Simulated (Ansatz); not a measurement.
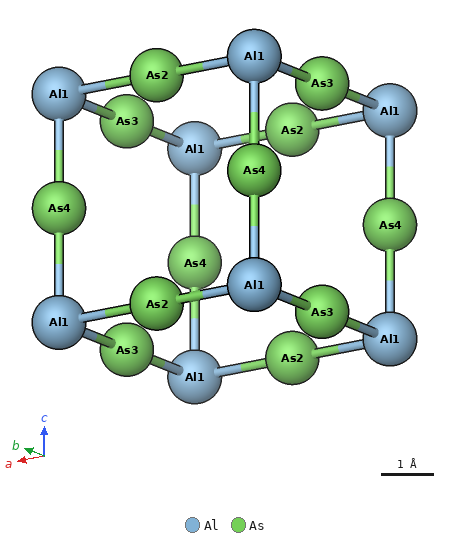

**Figure 1.** The structure as given in the input (ball-and-stick view of the cell of the calculation, seen at an oblique angle; atoms are numbered from 1 in the order of the input).

**Run report: AlAs₃, single-point calculation**

AlAs₃ (Pm-3m, 4 atoms in the cell), computed with DFT r2SCAN, scalar-relativistic, plane waves, PAW, no spin polarisation (Ansatz 0.2.0).

The structure was made by swapping elements on the sites of another compound; it need not be a known phase. It belongs to a series of runs on one base structure; here: ReO3 type (Pm-3m, No. 221). Figures and captions count atoms from 1; the log counts them from 0 in places.

**The program's output**
```
Engine: ansatz 0.2.0, x86_64-unknown-linux-gnu
Pseudopotentials: kind: paw
Pseudopotential: Al, paw, valence charge 3, recommended cutoff 500 eV (meta_gga), Al.paw.azcp
Pseudopotential: As, paw, valence charge 15, recommended cutoff 500 eV (meta_gga), As.paw.azcp
Functional definition: r2SCAN
  parameter k0 = 0.174
  parameter k1 = 0.065
  parameter a1 = 4.9479
  exchange = r2scan_x(k0 = k0, k1 = k1, a1 = a1)
  correlation = r2scan_c
Crystal: 4 atoms, lattice volume = 97.815 Å³
Basis set: ecut = 500 eV, 2517 PW (Γ), exchange–correlation on 144×144×144 points (64 copies of the dense FFT grid, shifted against one another)
Bands: 29, of which v1, the nominal top of the filled ones, is band 24 counted from 1 (23 counted from 0)
Symmetry: 48 space group operations
Space group: Pm-3m (ITA 221), of the structure as read, at distance tolerance 4.6e-5 Å
k-points: 10 of 64
Non-local potential: Al, projectors of the file, l = 0: 2, l = 1: 2, l = 2: 1
Non-local potential: As, projectors of the file, l = 0: 2, l = 1: 2, l = 2: 3, l = 3: 1
PAW form: soft (Blöchl's): semilocal exchange-correlation on the pseudo side does not see the compensation charge
PAW frozen core: Al, regenerated for the run's functional (the file was generated under x = pbe(κ = 0.804, μ = 0.2195149727645171), c = pbe(β = 0.06672455060314922))
PAW frozen core: As, regenerated for the run's functional (the file was generated under x = pbe(κ = 0.804, μ = 0.2195149727645171), c = pbe(β = 0.06672455060314922))
PAW one-centre angular grid: Al, 302 points (default); XC on 160 Gauss nodes
PAW one-centre angular grid: As, 590 points (default); XC on 160 Gauss nodes
Initial density: superposition of atomic densities (neutral atoms: chi_scale 0, normalization atom), corrected by the library's trained network
Initial wavefunctions: pseudopotential atomic-orbital guess
Functional: x = r2scan, c = r2scan; τ floored in thin density (d = 2e-4 eV/Å³)
SCF iter   1: F=-15130.486500 eV  HF=-15130.475999 eV  |F-HF|=1.05e-2  |Δ(HF+E_count)|=         —  Δρ=4.26e-3  dr2=2.91e-2  dr2_τ=1.91e-2  ethr=1.77e-3  ⟨swp⟩=6.2  Hψ=1256  notcnv=0
preconditioner: auto → LDOS  [metal: Δε(μ)=0.034 eV  Ē_g=8.694 eV  σ=0.100 eV  W_gap=0.19  n_scr=26 (ndim 8)  ℏωp=15.9 eV  f_vac=0.117  D(μ)=6.33/eV (n_scr^D=80)  β→1.0]
SCF iter   2: F=-15130.497041 eV  HF=-15130.508636 eV  |F-HF|=1.16e-2  |Δ(HF+E_count)|=   3.26e-2  Δρ=2.44e-3  dr2=5.10e-3  dr2_τ=8.97e-5  ethr=6.07e-5  ⟨swp⟩=2.0  Hψ=695  notcnv=0  defer=5
SCF iter   3: F=-15130.502031 eV  HF=-15130.504421 eV  |F-HF|=2.39e-3  |Δ(HF+E_count)|=   4.21e-3  Δρ=1.49e-3  dr2=3.56e-3  dr2_τ=1.55e-5  ethr=1.06e-5  ⟨swp⟩=2.0  Hψ=587  notcnv=0  defer=5
SCF iter   4: F=-15130.503306 eV  HF=-15130.503794 eV  |F-HF|=4.88e-4  |Δ(HF+E_count)|=   6.28e-4  Δρ=5.94e-4  dr2=6.07e-4  dr2_τ=2.26e-6  ethr=7.42e-6  ⟨swp⟩=2.7  Hψ=539  notcnv=0  defer=5
SCF iter   5: F=-15130.503569 eV  HF=-15130.503583 eV  |F-HF|=1.39e-5  |Δ(HF+E_count)|=   2.11e-4  Δρ=9.86e-5  dr2=1.50e-5  dr2_τ=1.12e-7  ethr=1.26e-6  ⟨swp⟩=3.0  Hψ=573  notcnv=0  defer=5
SCF iter   6: F=-15130.503579 eV  HF=-15130.503579 eV  |F-HF|=1.03e-8  |Δ(HF+E_count)|=   4.06e-6  Δρ=1.42e-5  dr2=2.35e-7  dr2_τ=1.15e-9  ethr=3.13e-8  ⟨swp⟩=2.0  Hψ=524  notcnv=0  defer=5
SCF iter   7: F=-15130.503579 eV  HF=-15130.503579 eV  |F-HF|=1.99e-9  |Δ(HF+E_count)|=   6.17e-8  Δρ=3.08e-6  dr2=1.27e-8  dr2_τ=1.05e-10  ethr=2.08e-10  ⟨swp⟩=7.9  Hψ=1181  notcnv=0
SCF 1 converged in 7 iterations: F = -15130.503579 eV  dr2 = 1.27e-8
  greatest PAW one-centre occupation: 0.999 electrons in one spin orbital (limit 2), on the As atom at site 3 (counted from 0), in its partial waves of l = 2
```

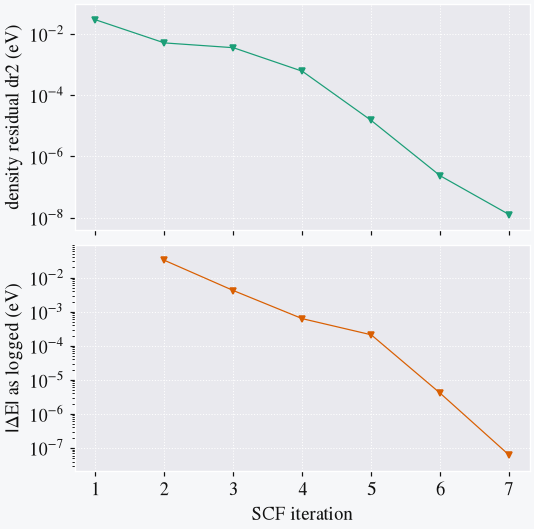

**Figure 2.** Convergence of the self-consistent field: density residual dr2 and size of the energy change against the SCF iteration. The residual falls at every step.

```
SCF converged after 7 iterations
Free energy (F): -15130.503579 eV
Harris-Foulkes:  -15130.503579 eV  (|F-HF|=1.99e-9)
Internal energy: -15130.471630 eV  (E = F + TS)
E sigma→0 (E₀):  -15130.487604 eV
Entropy (-TS):   -0.031949 eV (-7.987 meV/atom)
Fermi energy:    6.806830 eV
--- Per-component energies (eV) ---
  E_band       = -871.833535
  E_kinetic    = 337.099280
  E_local      = -6173.488989  (includes V_loc(G=0)·N_el)
  E_nonlocal   = -2001.965044
  E_hartree    = 3287.864788
  E_xc         = -260.265467
  E_vxc        = -286.683391  (∫ρ·V_xc dr)
  E_paw        = -6013.359519  (= ΣΔE_a)
  E_vpaw       = 662.085295  (= ΣTr[D̂ρ^β])
  E_aug_tail   = -0.000020  (compensation charges beyond the density's cutoff)
  E_vtau       = 15.389698  (kinetic-family band-sum trace: ∫τ·v_τ [+ j·A + Jᵃ·Aᵃ] dr)
  E_ewald      = -4301.924328
  E_core_change = -4.432331  (= ΣΔE_core)
  E_smearing   = -0.031949  (= −TS)
  E_closure    = 0.000000  (closes the sum)
  Σ components = -15130.503579   (vs F -15130.503579, Δ=0.00e0)
--- Forces (eV/Å), atoms counted from 1 ---
  atom   1  Al    -0.00000000     0.00000000     0.00000000
  atom   2  As    -0.00000000    -0.00000000     0.00000000
  atom   3  As     0.00000000     0.00000000     0.00000000
  atom   4  As     0.00000000     0.00000000     0.00000000
  max |Σ_I F_I| component: 9.86e-31 eV/Å
--- Stress (GPa, compression-positive) ---
        9.148892      -0.000000       0.000000
        0.000000       9.148892      -0.000000
        0.000000       0.000000       9.148892
  P = ⅓ Tr σ = 9.1489 GPa (91.489 kbar)
--- Band table (eV; the first three rows and the last of 10) ---
  k-point 0: bands = ["-29.6568", "-29.6535", "-29.6535", "-29.6500", "-29.6500", "-29.6500", "-29.6411", "-29.6387", "-29.6387", "-29.6310", "-29.6310", "-29.6310", "-29.6050", "-29.6050", "-29.6050", "-7.4096", "-2.9095", "-2.9095", "1.2890", "1.2890", "1.2890", "7.3667", "7.4303", "7.4303", "7.4303", "8.3015", "8.3015", "8.3015", "12.2036"]
  k-point 1: bands = ["-29.6543", "-29.6534", "-29.6519", "-29.6499", "-29.6499", "-29.6498", "-29.6426", "-29.6404", "-29.6387", "-29.6313", "-29.6274", "-29.6274", "-29.6089", "-29.6089", "-29.6050", "-7.0888", "-3.8790", "-2.8641", "1.5315", "1.5315", "2.2303", "6.4575", "6.4575", "6.8401", "6.8439", "8.0140", "8.0140", "8.7559", "12.3882"]
  k-point 2: bands = ["-29.6534", "-29.6507", "-29.6497", "-29.6497", "-29.6496", "-29.6493", "-29.6451", "-29.6431", "-29.6387", "-29.6315", "-29.6183", "-29.6183", "-29.6182", "-29.6182", "-29.6050", "-6.5686", "-4.8767", "-2.8174", "1.8418", "1.8418", "3.2527", "5.5161", "5.5161", "5.6114", "6.3690", "8.0285", "8.0285", "11.5714", "12.1447"]
  k-point 9: bands = ["-29.6541", "-29.6510", "-29.6510", "-29.6510", "-29.6474", "-29.6474", "-29.6451", "-29.6451", "-29.6451", "-29.6191", "-29.6191", "-29.6191", "-29.6135", "-29.6135", "-29.6135", "-4.5054", "-4.5054", "-4.5054", "-2.4041", "2.9245", "2.9245", "2.9245", "7.1976", "7.1976", "10.1447", "10.1447", "10.1447", "10.3899", "12.7371"]
```

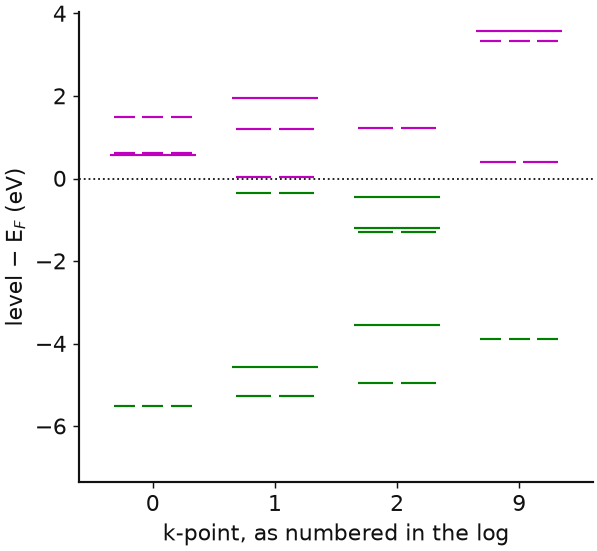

**Figure 3.** Kohn–Sham levels near the Fermi level (dotted) at the few k-points that the log prints; levels within 0.02 eV of each other stand side by side. The system is metallic on the full mesh.

This output came from the following input.

**Input**
```yaml
crystal:
  lattice:
    - [4.6075278882, 0.0, 0.0]
    - [0.0, 4.6075278882, 0.0]
    - [0.0, 0.0, 4.6075278882]
  atoms:
    - { symbol: Al, position: [0.0, 0.0, 0.0] }
    - { symbol: As, position: [0.5, 0.0, 0.0] }
    - { symbol: As, position: [0.0, 0.5, 0.0] }
    - { symbol: As, position: [0.0, 0.0, 0.5] }
basis:
  ecutwfc: 500
kpoints:
  mp_grid: { grid: [4, 4, 4] }
hamiltonian:
  xc: r2scan
scf:
  occupations: { method: gaussian, width: 0.1 }
  lower_state_search: "off"
output:
  forces: true
  stress: true
  eigenvalues: true
```

Launch command:
```bash
ansatz run input.yaml --threads 1 --pin off --max-ram 2560MiB --backend cpu --events-out ev --progress --plain --runs-dir out
```

**Results in brief**

```csv
quantity,value
outcome,converged
space group (tolerance 0.01 Å),Pm-3m (221)
electrons treated,48
free energy,−15130.5036 eV
Fermi energy,6.807 eV
gap on the k-point mesh,none (metallic)
pressure,9.15 GPa
largest force (length of the vector),under 0.001 eV/Å
hardware,"1 thread of Intel Xeon @ 2.50GHz (Skylake/Cascade Lake), 192 GiB of memory available, shared host"
wall time,7.8 s
peak memory,0.59 GiB
```

The cell is under a pressure of 9.1 GPa at this level, so it is not at its equilibrium volume.
